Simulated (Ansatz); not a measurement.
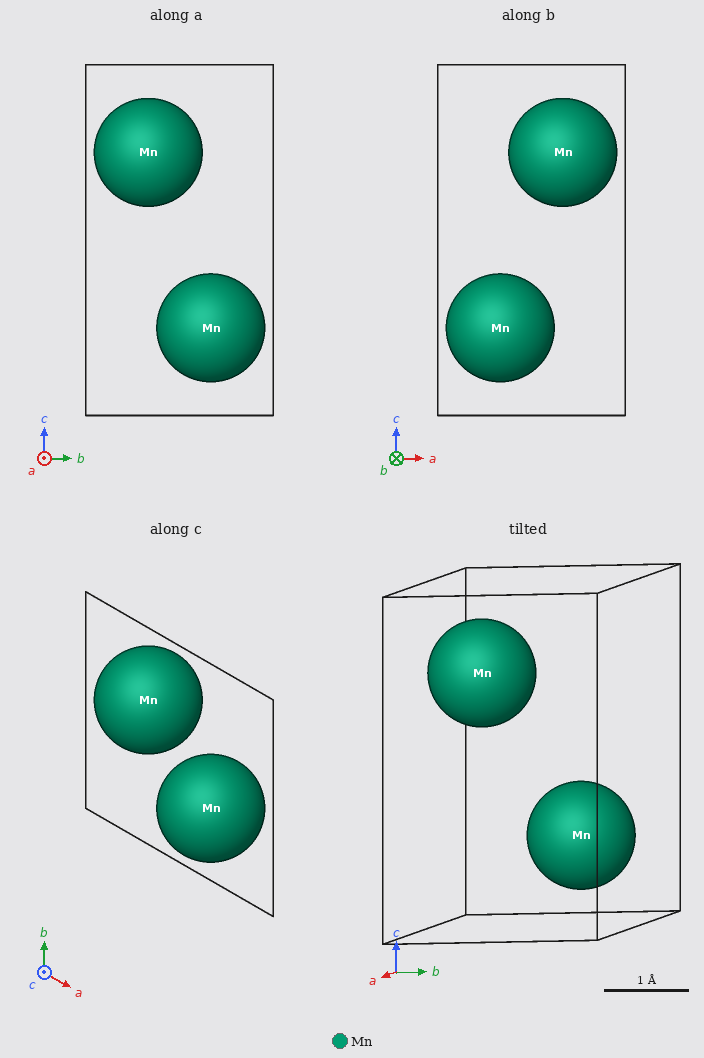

A spheres-only picture of a crystal structure, seen along the a axis, along the b axis, along the c axis and slightly off an axis. The lines enclose the conventional unit cell; boundary atoms appear with their images.

Lattice parameters: a = 2.5838 Å, b = 2.5838 Å, c = 4.1860 Å, α = 90.000°, β = 90.000°, γ = 120.000°.

Give the structure in the form of a CIF in P1 with every atom of the cell.

Answer.
```cif
data_structure
_symmetry_space_group_name_H-M 'P 1'
_symmetry_Int_Tables_number 1
_cell_length_a 2.5838
_cell_length_b 2.5838
_cell_length_c 4.1860
_cell_angle_alpha 90.000
_cell_angle_beta 90.000
_cell_angle_gamma 120.000
_cell_volume 24.20
loop_
_atom_site_label
_atom_site_type_symbol
_atom_site_fract_x
_atom_site_fract_y
_atom_site_fract_z
_atom_site_occupancy
Mn1 Mn 0.3333 0.6667 0.2500 1
Mn2 Mn 0.6667 0.3333 0.7500 1
```

It derives from a structure type filled with this element by a generator (whether the element takes this form wasn't checked). Earlier steps of the study may have refined or changed the cell and positions. Ansatz was used for an electronic-structure calculation on it.

At this level of theory the cell isn't at rest (stretched, at -12 GPa), so its distances can differ from those at equilibrium, the more so the softer the solid.
